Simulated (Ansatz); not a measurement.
# Run report: Ti3Si, band-structure calculation

- system: Ti3Si (P6₃/mmc, 8 atoms in the cell)
- method: DFT PBEsol, scalar-relativistic, plane waves, PAW, no spin polarisation (Ansatz 0.2.0)

The structure derives from a Materials Project entry. Figures and captions count atoms from 1; the log counts them from 0 in places.

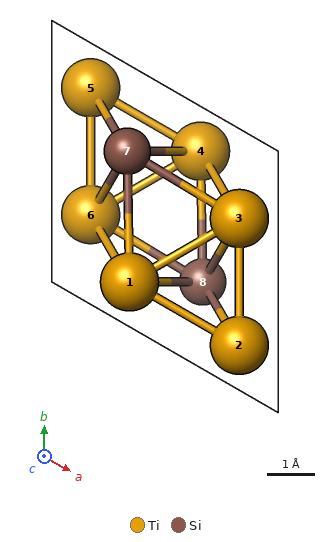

*The structure (ball-and-stick view of the cell of the calculation, along the c axis; atoms are numbered from 1 in the order of the input). An atom can appear more than once, as a periodic image.*

## Results in brief

```json
{"quantity": "outcome", "value": "converged"}
{"quantity": "space group (tolerance 0.01 Å)", "value": "P6₃/mmc (194)"}
{"quantity": "electrons treated", "value": "80"}
{"quantity": "free energy", "value": "−16090.5322 eV"}
{"quantity": "Fermi energy", "value": "14.112 eV"}
{"quantity": "gap on the k-point mesh", "value": "none (metallic)"}
{"quantity": "pressure", "value": "0.00 GPa"}
{"quantity": "largest force (length of the vector)", "value": "under 0.001 eV/Å"}
{"quantity": "hardware", "value": "2 threads of Arm Neoverse V2, 24 GiB of memory available, shared host"}
{"quantity": "wall time", "value": "53 s (CPU time 1.8 min)"}
{"quantity": "peak memory", "value": "0.74 GiB"}
```

## Input file
```yaml
crystal:
  lattice:
    - [5.5838061553, 0.0, 0.0]
    - [-2.7919030777, 4.8357179803, 0.0]
    - [0.0, 0.0, 4.4732147398]
  atoms:
    - { symbol: Ti, position: [0.3431759308, 0.1715879654, 0.75] }
    - { symbol: Ti, position: [0.8284120346, 0.1715879654, 0.75] }
    - { symbol: Ti, position: [0.8284120346, 0.6568240692, 0.75] }
    - { symbol: Ti, position: [0.6568240692, 0.8284120346, 0.25] }
    - { symbol: Ti, position: [0.1715879654, 0.8284120346, 0.25] }
    - { symbol: Ti, position: [0.1715879654, 0.3431759308, 0.25] }
    - { symbol: Si, position: [0.3333333333, 0.6666666667, 0.75] }
    - { symbol: Si, position: [0.6666666667, 0.3333333333, 0.25] }
basis:
  ecutwfc: 420
kpoints:
  mp_grid: { grid: [6, 6, 8] }
  band_path:
    path:
      - [[0.0, 0.0, 0.0], [0.5, 0.0, 0.0], [0.33333333, 0.33333333, 0.0], [0.0, 0.0, 0.0], [0.0, 0.0, 0.5], [0.5, 0.0, 0.5], [0.33333333, 0.33333333, 0.5], [0.0, 0.0, 0.5]]
      - [[0.5, 0.0, 0.5], [0.5, 0.0, 0.0]]
      - [[0.33333333, 0.33333333, 0.5], [0.33333333, 0.33333333, 0.0]]
    npoints: 14
hamiltonian:
  xc: pbesol
scf:
  occupations: { method: gaussian, width: 0.1 }
  n_extra_bands: 20
output:
  forces: true
  stress: true
  eigenvalues: true
  populations: true
  dos: { projected: true, de: 0.02, nscf_kmesh: { grid: [9, 9, 12] } }
  bader: true
  write_density: true
  write_potential: true
  elf: true
  volumetric_format: npy
```

Launched with:
```bash
ansatz run input.yaml --threads 2 --pin off --max-ram 5120MiB --backend cpu --events-out ev --progress --plain --runs-dir out
```

## What the program printed
```
scf.n_extra_bands = 20 over 40 filled bands (N_el = 80.0): the run solves 60 bands
Engine: ansatz 0.2.0, aarch64-unknown-linux-gnu
Pseudopotentials: kind: paw
Pseudopotential: Ti, paw, valence charge 12, recommended cutoff 420 eV (normal), Ti.paw.azcp
Pseudopotential: Si, paw, valence charge 4, recommended cutoff 420 eV (normal), Si.paw.azcp
Functional definition: PBEsol
  exchange = pbesol_x
  correlation = pbesol_c
Crystal: 8 atoms, lattice volume = 120.784 Å³
Basis set: ecut = 420 eV, 2355 PW (Γ), exchange–correlation on 80×80×60 points (8 copies of the dense FFT grid, shifted against one another)
Bands: 60, of which v1, the nominal top of the filled ones, is band 40 counted from 1 (39 counted from 0)
Symmetry: 24 space group operations
Space group: P63/mmc (ITA 194), of the structure as read, at distance tolerance 4.9e-5 Å
k-points: 35 of 288
Non-local potential: Ti, projectors of the file, l = 0: 3, l = 1: 2, l = 2: 3, l = 3: 1
Non-local potential: Si, projectors of the file, l = 0: 2, l = 1: 2, l = 2: 2
PAW form: soft (Blöchl's): semilocal exchange-correlation on the pseudo side does not see the compensation charge
PAW frozen core: Ti, regenerated for the run's functional, and the local potential with it (the file was generated under x = pbe(κ = 0.804, μ = 0.2195149727645171), c = pbe(β = 0.06672455060314922))
PAW frozen core: Si, regenerated for the run's functional, and the local potential with it (the file was generated under x = pbe(κ = 0.804, μ = 0.2195149727645171), c = pbe(β = 0.06672455060314922))
PAW one-centre angular grid: Ti, 590 points (default); XC on 64 Gauss nodes
PAW one-centre angular grid: Si, 110 points (default); XC on 64 Gauss nodes
Initial density: superposition of atomic densities (neutral atoms: chi_scale 0, normalization atom), corrected by the library's trained network
Initial wavefunctions: pseudopotential atomic-orbital guess
Functional: x = pbesol(κ = 0.804, μ = 0.12345679012345678), c = pbesol(β = 0.046)
SCF iter   1: F=—  HF=-16090.556127 eV  |F-HF|=—  |Δ(HF+E_count)|=         —  Δρ=8.25e-3  dr2=6.87e-2  ethr=1.77e-3  ⟨swp⟩=5.7  Hψ=8406  notcnv=0  defer=1
preconditioner: auto → Kerker (q_TF=auto, 2.547 Å⁻¹)  [metal: Δε(μ)=0.014 eV  Ē_g=5.009 eV  σ=0.100 eV  W_gap=0.08  n_scr=26 (ndim 8)  ℏωp=19.1 eV  f_vac=0.000  D(μ)=6.88/eV (n_scr^D=70)]
SCF iter   2: F=—  HF=-16090.537043 eV  |F-HF|=—  |Δ(HF+E_count)|=   1.91e-2  Δρ=3.73e-3  dr2=1.51e-2  ethr=8.59e-5  ⟨swp⟩=2.0  Hψ=2978  notcnv=0  defer=383
SCF iter   3: F=—  HF=-16090.532588 eV  |F-HF|=—  |Δ(HF+E_count)|=   4.45e-3  Δρ=8.06e-4  dr2=1.08e-3  ethr=1.89e-5  ⟨swp⟩=2.0  Hψ=2149  notcnv=0  defer=383
SCF iter   4: F=—  HF=-16090.532308 eV  |F-HF|=—  |Δ(HF+E_count)|=   2.80e-4  Δρ=1.31e-4  dr2=4.14e-5  ethr=1.35e-6  ⟨swp⟩=2.0  Hψ=2281  notcnv=0  defer=383
SCF iter   5: F=—  HF=-16090.532170 eV  |F-HF|=—  |Δ(HF+E_count)|=   1.38e-4  Δρ=2.65e-5  dr2=8.56e-7  ethr=5.17e-8  ⟨swp⟩=2.0  Hψ=2286  notcnv=0  defer=383
SCF iter   6: F=-16090.532170 eV  HF=-16090.532170 eV  |F-HF|=5.81e-8  |Δ(HF+E_count)|=   1.25e-7  Δρ=7.63e-6  dr2=8.59e-8  ethr=1.25e-10  ⟨swp⟩=11.4  Hψ=12869  notcnv=0
SCF 1 converged in 6 iterations: F = -16090.532170 eV  dr2 = 8.59e-8
  greatest PAW one-centre occupation: 0.999 electrons in one spin orbital (limit 2), on the Ti atom at site 4 (counted from 0), in its partial waves of l = 0
NSCF: frozen V_eff on 129 k-points
NSCF: frozen V_eff on 84 k-points
SCF converged after 6 iterations
Free energy (F): -16090.532170 eV
Harris-Foulkes:  -16090.532170 eV  (|F-HF|=5.81e-8)
Internal energy: -16090.497154 eV  (E = F + TS)
E sigma→0 (E₀):  -16090.514662 eV
Entropy (-TS):   -0.035016 eV (-4.377 meV/atom)
Fermi energy:    14.111862 eV
--- Per-component energies (eV) ---
  E_band       = -814.677950
  E_kinetic    = 1731.740945
  E_local      = -5120.530061  (includes V_loc(G=0)·N_el)
  E_nonlocal   = 108.574462
  E_hartree    = 2165.190725
  E_xc         = -697.040353
  E_vxc        = -832.717523  (∫ρ·V_xc dr)
  E_paw        = -7135.493840  (= ΣΔE_a)
  E_vpaw       = -1032.129812  (= ΣTr[D̂ρ^β])
  E_aug_tail   = 0.000692  (compensation charges beyond the density's cutoff)
  E_ewald      = -7143.839151
  E_core_change = 0.899427  (= ΣΔE_core)
  E_smearing   = -0.035016  (= −TS)
  E_closure    = -0.000000  (closes the sum)
  Σ components = -16090.532170   (vs F -16090.532170, Δ=0.00e0)
--- Forces (eV/Å), atoms counted from 1 ---
  atom   1  Ti    -0.00026130    -0.00015086    -0.00000000
  atom   2  Ti     0.00026130    -0.00015086    -0.00000000
  atom   3  Ti    -0.00000000     0.00030172    -0.00000000
  atom   4  Ti     0.00026130     0.00015086     0.00000000
  atom   5  Ti    -0.00026130     0.00015086     0.00000000
  atom   6  Ti     0.00000000    -0.00030172     0.00000000
  atom   7  Si     0.00000000    -0.00000000     0.00000000
  atom   8  Si    -0.00000000     0.00000000    -0.00000000
  max |Σ_I F_I| component: 8.13e-18 eV/Å
--- Stress (GPa, compression-positive) ---
        0.002890      -0.000000       0.000000
       -0.000000       0.002890       0.000000
        0.000000       0.000000      -0.011860
  P = ⅓ Tr σ = -0.0020 GPa (-0.020 kbar)
--- Band table (eV; the first three rows and the last of 35) ---
  k-point 0: bands = ["-42.2989", "-42.1582", "-42.1553", "-42.1553", "-42.0883", "-42.0883", "-18.9950", "-18.9919", "-18.8406", "-18.8406", "-18.8179", "-18.7566", "-18.7566", "-18.7201", "-18.7201", "-18.5703", "-18.4117", "-18.4117", "-18.3328", "-18.3292", "-18.2061", "-18.2061", "-18.1977", "-18.1977", "4.3506", "6.3663", "10.5087", "10.8292", "10.8292", "11.1478", "11.1478", "11.3353", "11.9117", "12.2688", "12.3384", "12.3384", "12.7024", "12.7024", "13.4475", "13.8772", "14.6067", "14.6067", "14.6231", "14.6933", "14.6933", "15.9070", "15.9070", "16.0394", "16.2627", "16.2627", "16.7720", "16.7720", "16.8224", "16.8224", "16.8687", "17.9204", "17.9204", "18.0379", "18.1655", "18.3198"]
  k-point 1: bands = ["-42.2935", "-42.1636", "-42.1527", "-42.1527", "-42.0909", "-42.0909", "-18.9926", "-18.9858", "-18.8798", "-18.8798", "-18.8066", "-18.7801", "-18.7801", "-18.6650", "-18.6650", "-18.5613", "-18.4024", "-18.4024", "-18.3547", "-18.3385", "-18.2062", "-18.2062", "-18.1987", "-18.1987", "4.4551", "6.3230", "10.5864", "10.8589", "10.8589", "10.9496", "11.2674", "11.2674", "11.7369", "12.4066", "12.4066", "12.5610", "12.5610", "12.6119", "13.4878", "13.9703", "14.5478", "14.5478", "14.7199", "14.7334", "14.7334", "15.9038", "15.9500", "15.9500", "16.1551", "16.1551", "16.6882", "16.6882", "16.7560", "16.7560", "16.7830", "17.8653", "18.0418", "18.0418", "18.1495", "18.3130"]
  k-point 2: bands = ["-42.2784", "-42.1790", "-42.1455", "-42.1455", "-42.0981", "-42.0981", "-18.9861", "-18.9743", "-18.9265", "-18.9265", "-18.8343", "-18.8343", "-18.7684", "-18.5732", "-18.5732", "-18.5356", "-18.4162", "-18.3884", "-18.3884", "-18.3651", "-18.2070", "-18.2070", "-18.2015", "-18.2015", "4.7482", "6.1934", "10.3936", "10.5213", "10.9556", "10.9556", "11.6013", "11.6013", "11.6898", "12.2317", "12.2317", "12.5896", "12.5896", "13.0556", "13.5634", "14.0955", "14.3930", "14.3930", "14.7063", "14.7063", "15.0043", "15.6110", "15.9360", "15.9360", "15.9402", "15.9402", "16.5162", "16.5162", "16.5354", "16.7522", "16.7522", "17.3662", "18.1542", "18.1542", "18.1630", "18.2041"]
  k-point 34: bands = ["-42.1931", "-42.1931", "-42.1580", "-42.1580", "-42.1218", "-42.1218", "-18.9153", "-18.9153", "-18.8296", "-18.8296", "-18.7486", "-18.7486", "-18.6264", "-18.6264", "-18.6201", "-18.6201", "-18.4822", "-18.4822", "-18.3634", "-18.3634", "-18.3496", "-18.3496", "-18.2409", "-18.2409", "6.1768", "6.1768", "9.2999", "9.2999", "10.3565", "10.3565", "11.7952", "11.7952", "12.1271", "12.1271", "13.4238", "13.4238", "13.4891", "13.4891", "13.6746", "13.6746", "14.4640", "14.4640", "14.7892", "14.7892", "14.8957", "14.8957", "15.4022", "15.4022", "15.7345", "15.7345", "16.4992", "16.4992", "16.6600", "16.6600", "17.1039", "17.1039", "17.1353", "17.1353", "17.7263", "17.7263"]
--- Löwdin populations: 8 sites ---
  site symbol       q [e]
     0     Ti     11.6894
     1     Ti     11.6894
     2     Ti     11.6894
     3     Ti     11.6894
     4     Ti     11.6894
     5     Ti     11.6894
     6     Si      4.5790
     7     Si      4.5790
  spilling = 0.008822 (of n_electrons = 80.000000)
--- Bader charges: 8 sites ---
  site symbol  charge [e]  shift [e]
     0     Ti      0.5779     0.0022
     1     Ti      0.5779     0.0022
     2     Ti      0.5779     0.0022
     3     Ti      0.5779     0.0022
     4     Ti      0.5779     0.0022
     5     Ti      0.5779     0.0022
     6     Si     -1.7336     0.0065
     7     Si     -1.7336     0.0065
  estimated error of the sums over rays = 5.4e-4 e
```

## File bader_charges.tsv
```
# site	symbol	x_ang	y_ang	z_ang	partial_charge_e	electrons	volume_ang3	relative_density_drop	shared_charge_e	partial_wave_shift_e
# quadrature_error_electrons = 5.4e-4
0	Ti	1.4372	0.8298	3.3549	0.57787	21.42213	13.01	-	0.57787	0.00217
1	Ti	4.1466	0.8298	3.3549	0.57789	21.42211	13.01	-	0.57789	0.00217
2	Ti	2.7919	3.1762	3.3549	0.57787	21.42213	13.01	-	0.57787	0.00217
3	Ti	1.3547	4.0060	1.1183	0.57786	21.42214	13.01	-	0.57786	0.00217
4	Ti	-1.3547	4.0060	1.1183	0.57789	21.42211	13.01	-	0.57789	0.00217
5	Ti	0.0000	1.6595	1.1183	0.57787	21.42213	13.01	-	0.57787	0.00217
6	Si	0.0000	3.2238	3.3549	-1.73363	15.73363	21.37	-	-1.73363	0.00651
7	Si	2.7919	1.6119	1.1183	-1.73362	15.73362	21.37	-	-1.73362	0.00651
```

## File populations.tsv
```
# site	symbol	l	j	q
# orbitals = lowdin
# n_electrons = 80.000000
# spilling = 0.008822
0	Ti	0_3S	-	1.903418
0	Ti	0_4S	-	0.722474
0	Ti	1_3P	-	5.984672
0	Ti	2_3D	-	3.078797
1	Ti	0_3S	-	1.903418
1	Ti	0_4S	-	0.722474
1	Ti	1_3P	-	5.984672
1	Ti	2_3D	-	3.078797
2	Ti	0_3S	-	1.903418
2	Ti	0_4S	-	0.722474
2	Ti	1_3P	-	5.984672
2	Ti	2_3D	-	3.078797
3	Ti	0_3S	-	1.903418
3	Ti	0_4S	-	0.722474
3	Ti	1_3P	-	5.984672
3	Ti	2_3D	-	3.078797
4	Ti	0_3S	-	1.903418
4	Ti	0_4S	-	0.722474
4	Ti	1_3P	-	5.984672
4	Ti	2_3D	-	3.078797
5	Ti	0_3S	-	1.903418
5	Ti	0_4S	-	0.722474
5	Ti	1_3P	-	5.984672
5	Ti	2_3D	-	3.078797
6	Si	0_3S	-	1.303129
6	Si	1_3P	-	3.275910
7	Si	0_3S	-	1.303129
7	Si	1_3P	-	3.275910
```

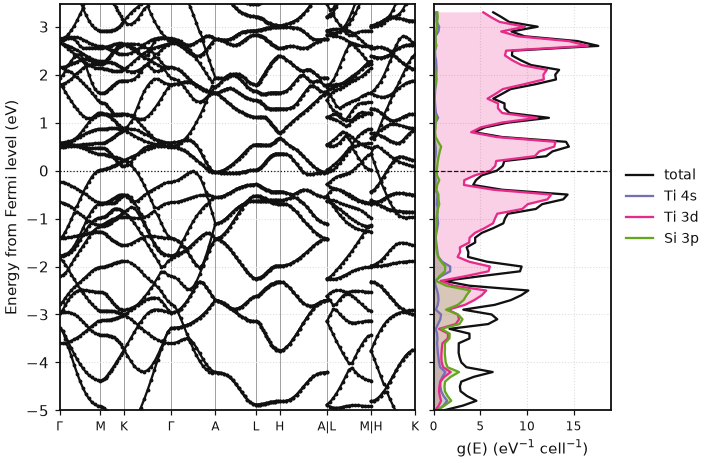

*Band structure along Γ–M–K–Γ–A–L–H–A|L–M|H–K and density of states (projected on Löwdin-orthogonalised atomic shells), with energies from the Fermi level.*

Bands cross the Fermi level: a metal at this level of theory.

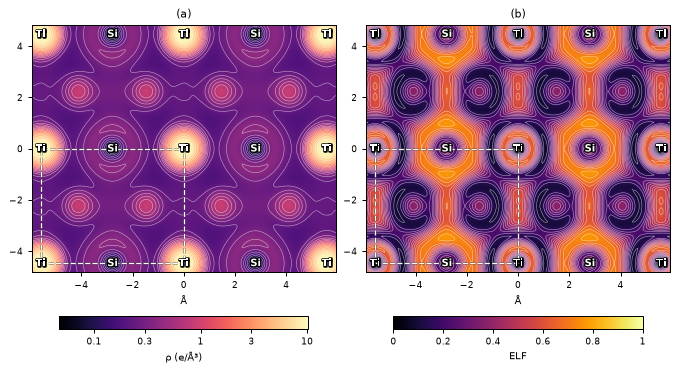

*(a) valence electron density; (b) electron localisation function on the (100) plane of the conventional cell.*

Ti–Si (2.79 Å): the density is about 0.24 e/Å³ at the midpoint; the ELF is about 0.40 at the midpoint. Away from the nuclei the density in this plane falls to 0.18 e/Å³ at its lowest. The strong features right at Ti lie inside the PAW spheres (semicore, d or f shells) and say nothing about bonding. Core electrons are frozen (PAW), so the fields are smoothed inside the atomic spheres.

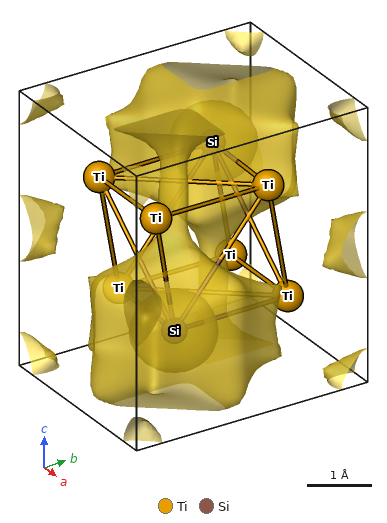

*Isosurface of the electron localisation function at 0.55 (yellow), seen slightly off an axis. Core shells and regions of very low density are left out. Sticks mark near contacts. The outline is the cell set on symmetry axes.*

Along the contacts the grid gives the following. Ti–Ti (2.71 Å): the ELF is about 0.25 at the midpoint; no localised pair between them. Ti–Si (2.73 Å): the ELF is about 0.35 at the midpoint.

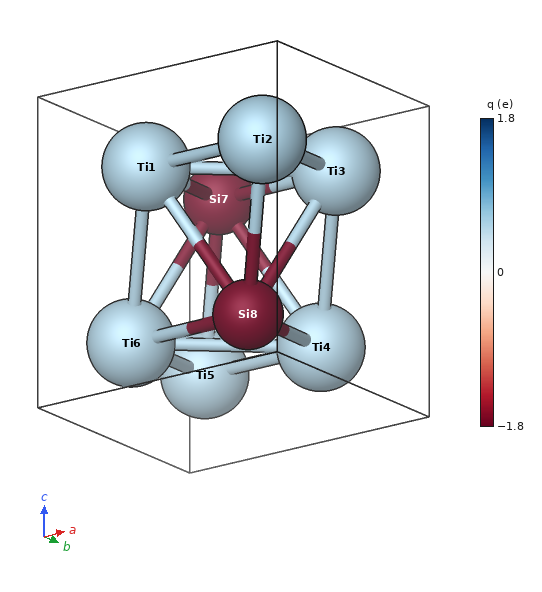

*Bader charges, as the colour of each atom (ball-and-stick view of the cell of the calculation, seen at an oblique angle; atoms are numbered from 1 in the order of the input).*

By element: Ti +0.58 and Si −1.73 e.
